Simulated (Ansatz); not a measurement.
Single-point calculation, with input and output: SiC$_{16}$ (part 2 of 2)

Continued. System: SiC$_{16}$ (slab, 17 atoms in the cell). Method: DFT PBE+D3(BJ), scalar-relativistic, plane waves, PAW, PAW set soft_1, spin-polarised (Ansatz 0.2.0); cutoff 420 eV, 6×6×1 k-mesh, Gaussian smearing of 0.05 eV, collinear spins. The structure derives from a Materials Project entry.

Geometry of the input (Å; fractional positions):
```
4.9299  0.0000  0.0000
0.0000  4.4224  0.0000
0.0000  0.0000  22.6937
C  0.2500  0.4155  0.1763
C  0.7500  0.4155  0.1763
C  0.0000  0.5196  0.2002
C  0.5000  0.5196  0.2002
C  0.0000  0.7272  0.2481
C  0.5000  0.7272  0.2481
C  0.2500  0.8313  0.2720
C  0.7500  0.8313  0.2720
C  0.2500  0.0442  0.3199
C  0.7500  0.0442  0.3199
C  0.0000  0.1501  0.3426
C  0.5000  0.1501  0.3426
C  0.0000  0.3780  0.3901
C  0.5000  0.3780  0.3901
C  0.2500  0.4764  0.4095
C  0.7500  0.4764  0.4095
Si 0.3333  1.1431  0.5329
```

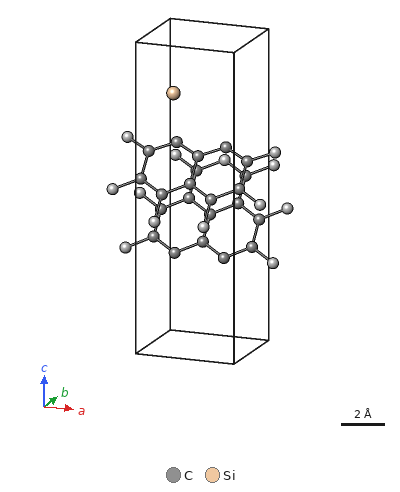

Fig. 1: The structure (ball-and-stick view of the cell of the calculation, with the vacuum cut short, seen slightly off an axis; neighbours outside the cell are drawn fainter). An atom can appear more than once, as a periodic image.

```
WARN: The output density's exchange-correlation potential varies sharply where the density is thin. Do not read a vacuum level from v_tot or v_xc, or from such a field of the output density. On a cell that repeats whose density bears no net charge and no dipole along the vacuum's axis use v_es (v_loc + v_h of the components); under efield.dipole_correction with no amplitude use v_es + v_field, which holds any external_charges[].barrier, or the levels of the report's work_function block, which leave it out; under a non-zero efield.amplitude the vacuum is tilted and has no level; on a cell that repeats and bears such a dipole with no correction it is tilted too, and efield.dipole_correction with no amplitude gives each side of its ramp a level where efield: is served; in a cell that repeats whose density bears a net charge (total_charge, or a fill off its count) it is curved and has none; of a slab under crystal.periodic whose density bears no net charge use v_es, which has a level on each side, short of where the two are joined; of another it falls or rises all the way out and has none; of a slab beside external_charges read slab_vacuum_level instead, which it has where they leave it neutral. The grid or the basis barely resolves most such structure, and the values can differ between equally converged runs; as a rule a tighter scf.convergence.dr2_threshold does not remove it. Where the density itself ripples (under the LDA too) a higher basis.ecutwfc lessens it. The files hold the spikes' plane waves up to the density's cutoff. Files: v_tot_of_output_density and the like, and their columns of v_z.tsv (output.write_potential); v_xc_of_output_density and the like, and their columns of v_comp_z.tsv (output.write_potential_components). Measured: with its Gaussian average of σ = 0.25 Å subtracted twice, the exchange-correlation potential is over 0.1 eV at 560 of the grid points where the equally averaged density (valence and model cores) is under 1e-3 e/Å³, and 0.459 eV at the most among them, at an averaged density of 9.1e-4 e/Å³. The input density's (outcome.potential() and, of a run that writes arrays, v_tot and v_xc) is over 0.1 eV, so measured, at 247 points of its own thin density, 0.458 eV at the most. See output.write_potential in the manual, Limitations
SCF converged after 29 iterations
Magnetization: -2.7503 μB (32.6249 up, 35.3751 down)
Absolute magnetization: 6.3036 μB (∫|ρ↑−ρ↓|, with the PAW one-centre terms)
Spin contamination: 1.4552 ħ² per cell (⟨S²⟩ above its minimum at these occupations)
Per-site moments (μB) at R_I (Å): [(-0.43417513446655354, 0.5870439066072267), (-0.43411162666564757, 0.5870439066072266), (0.003487098268008464, 0.5870406087763086), (0.0034862893286968285, 0.5870406087763086), (-0.05619444748143512, 0.5870406087763086), (-0.056666724092696276, 0.5870406087763086), (0.002425955714835543, 0.5870439066072267), (0.0030799935046943927, 0.5870439066072267), (-0.008320600483479292, 0.5839678742579236), (-0.0038421354461770927, 0.5839678742579236), (-0.04557382604845892, 0.5839678742579236), (-0.043514780818610946, 0.5839678742579236), (0.00805716227671006, 0.569157405270112), (0.007217580080188652, 0.569157405270112), (-0.27535327932268483, 0.569157405270112), (-0.35191136626422237, 0.569157405270112), (0.9058142237996469, 1.31624805302304)]
Free energy (F): -4637.178245 eV
Harris-Foulkes:  -4637.178245 eV  (|F-HF|=1.11e-9)
Internal energy: -4637.171631 eV  (E = F + TS)
E sigma→0 (E₀):  -4637.174938 eV
Entropy (-TS):   -0.006614 eV (-0.389 meV/atom)
Fermi energy:    -0.783252 eV
Dipole field:    D = 0.022573 V/Å  (p = 0.061721 e·Å, saw-weighted, corrected)
Work function:   Φ+ = 4.2575 eV   Φ− = 4.7697 eV
Levels:          The Fermi level and band energies are counted from a zero that moves with the ramp; work functions are not
--- Per-component energies (eV) ---
  E_band       = -623.190490
  E_kinetic    = 1430.831382
  E_local      = -35443.529717  (includes V_loc(G=0)·N_el)
  E_nonlocal   = 400.456221
  E_hartree    = 17034.573501
  E_xc         = -796.455411
  E_vxc        = -957.273838  (∫ρ·V_xc dr)
  E_paw        = -2110.443517  (= ΣΔE_a)
  E_vpaw       = -124.427911  (= ΣTr[D̂ρ^β])
  E_aug_tail   = 0.000312  (compensation charges beyond the density's cutoff)
  E_efield     = 0.000697  (sawtooth field / dipole correction)
  E_vefield    = 1.595307  (∫n·V_field dr)
  E_ewald      = 14849.495793
  E_disp       = -2.100892  (pairwise vdW)
  E_smearing   = -0.006614  (= −TS)
  E_closure    = -0.000000  (closes the sum)
  Σ components = -4637.178245   (vs F -4637.178245, Δ=0.00e0)
--- Forces (eV/Å), atoms counted from 1 ---
  atom   1  C     -0.00237771     1.67636118     2.00883172
  atom   2  C      0.00140345     1.68048448     2.01284343
  atom   3  C     -0.00285040    -2.14545473    -2.57341822
  atom   4  C      0.00388753    -2.14285835    -2.57167817
  atom   5  C     -0.01413820     0.68194242     0.86100174
  atom   6  C      0.01308644     0.68028536     0.86118667
  atom   7  C     -0.00483532    -0.12905489    -0.18237610
  atom   8  C      0.00732056    -0.14944738    -0.20309174
  atom   9  C     -0.00089806    -0.09610785    -0.13320948
  atom  10  C     -0.00119476    -0.12499630    -0.19018749
  atom  11  C     -0.14149434     0.37212440     0.20595104
  atom  12  C      0.15604549     0.40176817     0.17810745
  atom  13  C     -0.10289591    -0.44370975    -0.65212316
  atom  14  C      0.07952514    -0.56875449    -0.83650530
  atom  15  C      0.11015264     0.14538533     1.90675948
  atom  16  C     -0.02054592    -0.14976060     0.25832885
  atom  17  Si    -0.08019159     0.31183947    -0.95049524
  max |Σ_I F_I| component: 7.45e-5 eV/Å
--- Band table (eV; the first three rows and the last of 40) ---
  k-point 0 ↑: bands = ["-20.0085", "-18.8889", "-17.2488", "-15.7877", "-15.7249", "-15.4214", "-15.1282", "-14.1256", "-13.1657", "-12.9951", "-11.9748", "-11.8143", "-11.5406", "-9.0004", "-8.7170", "-8.2854", "-8.0427", "-7.4991", "-7.2771", "-7.0024", "-6.8955", "-6.2904", "-5.8018", "-5.7825", "-5.2256", "-4.2229", "-4.1797", "-3.2601", "-3.1196", "-2.7527", "-1.4311", "-0.8029", "-0.5964", "-0.5947", "-0.3704", "-0.1255", "0.0329", "0.1791", "0.4133", "0.7986", "1.1572", "1.4569", "2.2777", "3.0121", "3.8706", "4.1282", "4.3439", "4.8402", "5.1734", "5.4685", "5.8097", "6.5721"]
  k-point 1 ↑: bands = ["-19.9623", "-18.8881", "-17.2912", "-15.7530", "-15.6948", "-15.4572", "-15.1284", "-14.1241", "-13.1943", "-13.0211", "-11.9713", "-11.8393", "-11.5632", "-8.9805", "-8.7190", "-8.2797", "-8.0325", "-7.8112", "-7.4886", "-6.9924", "-6.6690", "-6.2906", "-5.7905", "-5.4896", "-5.2320", "-4.2284", "-3.9898", "-3.4131", "-3.2580", "-2.8082", "-1.3571", "-0.8329", "-0.6961", "-0.6021", "-0.5511", "-0.3104", "0.0828", "0.1537", "0.4482", "1.0188", "1.3766", "1.5852", "2.3341", "3.1933", "4.0557", "4.3195", "4.7632", "4.8977", "5.1937", "5.8024", "6.1122", "6.7520"]
  k-point 2 ↑: bands = ["-19.8595", "-18.8963", "-17.3774", "-15.6765", "-15.6309", "-15.5254", "-15.1342", "-14.1261", "-13.2541", "-13.0717", "-11.9674", "-11.8871", "-11.6074", "-8.9326", "-8.7235", "-8.4424", "-8.2688", "-7.8349", "-7.4673", "-6.9717", "-6.7774", "-6.2913", "-5.7791", "-5.2450", "-4.9802", "-4.2393", "-3.6688", "-3.5495", "-3.4978", "-2.9285", "-1.6399", "-1.0621", "-0.6406", "-0.5694", "-0.5052", "-0.3708", "-0.0327", "0.2038", "0.3808", "1.3902", "1.8081", "1.8755", "2.4611", "3.6979", "4.4548", "4.7080", "5.0015", "5.2668", "5.6884", "6.0163", "6.3460", "6.6416"]
  k-point 19 ↓: bands = ["-18.8436", "-18.8412", "-18.1158", "-18.0925", "-16.7587", "-16.7256", "-14.9665", "-14.9434", "-11.8656", "-11.8449", "-10.3137", "-10.3001", "-10.1417", "-10.1267", "-9.0619", "-9.0374", "-8.5664", "-8.5393", "-7.6171", "-7.6088", "-7.4034", "-7.3816", "-6.4452", "-6.4369", "-6.3794", "-5.8935", "-5.7814", "-3.9751", "-3.9428", "-3.2649", "-3.2614", "-2.4870", "-2.3767", "-2.2989", "-2.0990", "-0.2045", "0.2488", "0.6490", "0.9058", "1.0414", "2.9620", "3.0384", "4.5218", "5.2305", "5.2543", "5.9543", "6.0156", "6.1337", "6.1400", "6.6394", "6.7335", "6.7548"]
--- Löwdin populations: 17 sites ---
  site symbol       q [e]    m [muB]
     0      C      3.9240    -1.2297
     1      C      3.9239    -1.2296
     2      C      3.9881     0.1145
     3      C      3.9881     0.1144
     4      C      3.9590    -0.1247
     5      C      3.9585    -0.1259
     6      C      3.9573     0.0201
     7      C      3.9568     0.0209
     8      C      3.9616    -0.0072
     9      C      3.9629     0.0002
    10      C      3.9526    -0.1000
    11      C      3.9544    -0.0956
    12      C      3.9800     0.0916
    13      C      3.9799     0.0868
    14      C      4.0260    -0.8041
    15      C      3.9404    -1.0635
    16     Si      3.9204     1.6244
  spilling = 0.009798 (of n_electrons = 68.000000)
```

### File populations.tsv
```
# site	symbol	l	j	q_up	q_dn
# orbitals = lowdin
# n_electrons = 68.000000
# spilling = 0.009798
0	C	0_2S	-	0.439746	0.636530
0	C	1_2P	-	0.907404	1.940292
1	C	0_2S	-	0.439344	0.636496
1	C	1_2P	-	0.907785	1.940273
2	C	0_2S	-	0.457528	0.446088
2	C	1_2P	-	1.593750	1.490726
3	C	0_2S	-	0.457521	0.446087
3	C	1_2P	-	1.593763	1.490757
4	C	0_2S	-	0.443026	0.460291
4	C	1_2P	-	1.474110	1.581564
5	C	0_2S	-	0.443066	0.460357
5	C	1_2P	-	1.473229	1.581845
6	C	0_2S	-	0.450698	0.452268
6	C	1_2P	-	1.537965	1.516341
7	C	0_2S	-	0.450887	0.452251
7	C	1_2P	-	1.537987	1.515725
8	C	0_2S	-	0.448354	0.450982
8	C	1_2P	-	1.528839	1.533436
9	C	0_2S	-	0.448670	0.450537
9	C	1_2P	-	1.532879	1.530816
10	C	0_2S	-	0.449111	0.467278
10	C	1_2P	-	1.477157	1.559011
11	C	0_2S	-	0.449787	0.466975
11	C	1_2P	-	1.479581	1.558019
12	C	0_2S	-	0.451289	0.440297
12	C	1_2P	-	1.584498	1.503936
13	C	0_2S	-	0.451963	0.440803
13	C	1_2P	-	1.581378	1.505716
14	C	0_2S	-	0.461942	0.579724
14	C	1_2P	-	1.149021	1.835303
15	C	0_2S	-	0.443264	0.595150
15	C	1_2P	-	0.995182	1.906760
16	Si	0_3S	-	0.993952	0.991887
16	Si	1_3P	-	1.778415	0.156103
```

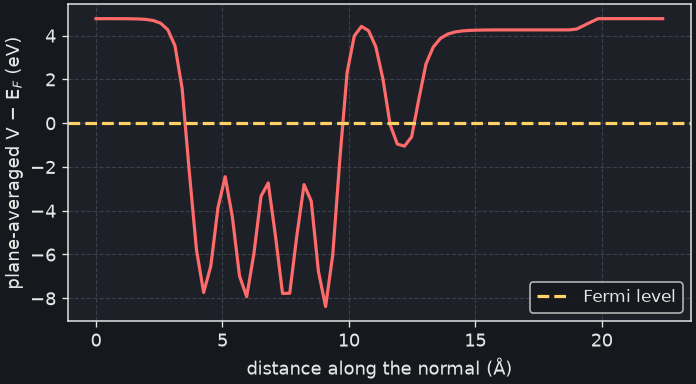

Fig. 2: Plane average of the electrostatic potential energy of an electron across the cell, from the Fermi level. The vacuum level lies 4.26 eV above the Fermi level on the upper side and 4.77 eV on the lower.

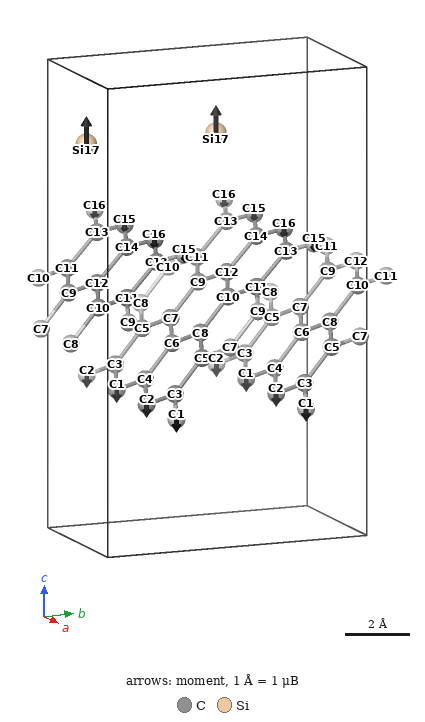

Fig. 3: Magnetic moments of the sites as black arrows (ball-and-stick view of the 1 × 2 repeat of the cell, with the vacuum cut short, seen slightly off an axis; neighbours outside the cell are drawn fainter; atoms are numbered from 1 in the order of the input); small moments hardly show. The run is collinear, so the axis drawn is arbitrary. Site moments: Si17 (0.91 μB); C1, C2 (−0.43 μB); C16 (−0.35 μB); C15 (−0.28 μB); C5, C6 (−0.06 μB). They are counted near the atoms and needn't add up to the moment of the cell.

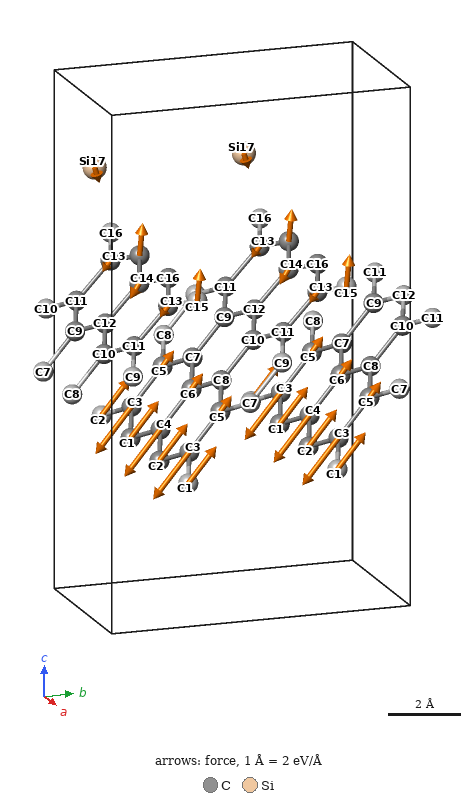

Fig. 4: Forces on the atoms as orange arrows (ball-and-stick view of the 1 × 2 repeat of the cell, with the vacuum cut short, seen slightly off an axis; neighbours outside the cell are drawn fainter; atoms are numbered from 1 in the order of the input); the smallest are left out. The largest act on C3, C4 (3.35 eV/Å); C1, C2 (2.62 eV/Å); C15 (1.92 eV/Å); C5, C6 (1.10 eV/Å), among others. The geometry is not a stationary point of this energy.

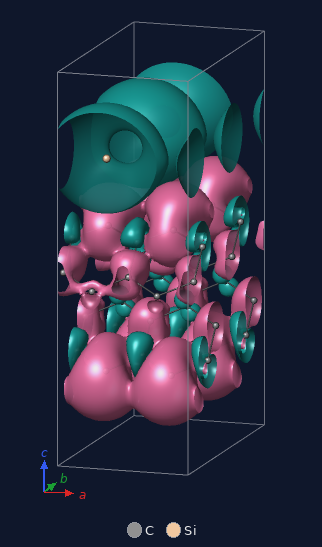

Fig. 5: Isosurfaces of the spin density (up minus down) at +0.01 (teal) and −0.01 e/Å³ (pink), seen slightly off an axis. Sticks mark near contacts. The spin density sits on C: −0.4 μB (×3); Si: +0.9 μB in one cell of 17 atoms: ferrimagnetic. The cell of the calculation (17 atoms) carries 2.8 μB net. The fields are those of the smooth PAW valence density.

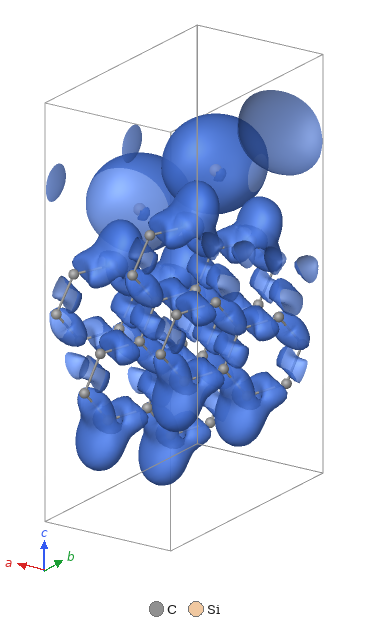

Fig. 6: Isosurface of the electron localisation function at 0.7 (blue), seen at an oblique angle. Only the valence region is drawn (cores and ρ < 0.01 e/Å³ removed). Sticks mark near contacts. Profiles from the grid: C–C (1.38 Å): the ELF peaks at about 0.95 between the atoms, which marks a shared electron pair.

### Results in brief

| quantity | value |
| --- | --- |
| outcome | converged |
| electrons treated | 68 |
| free energy | −4637.1782 eV |
| work function, top face | 4.26 eV |
| work function, bottom face | 4.77 eV |
| Fermi energy | −0.783 eV |
| gap on the k-point mesh | none (metallic) |
| net moment of the cell | −2.75 μB |
| integrated absolute moment | 6.30 μB |
| work function (upper face) | 4.26 eV |
| largest force (length of the vector) | 3.350 eV/Å |
| wall time | 2.3 min (CPU time 4.4 min) |
| peak memory | 1.1 GiB |

### Notes

The program warns: the exchange-correlation potential is rough where the density is thin.
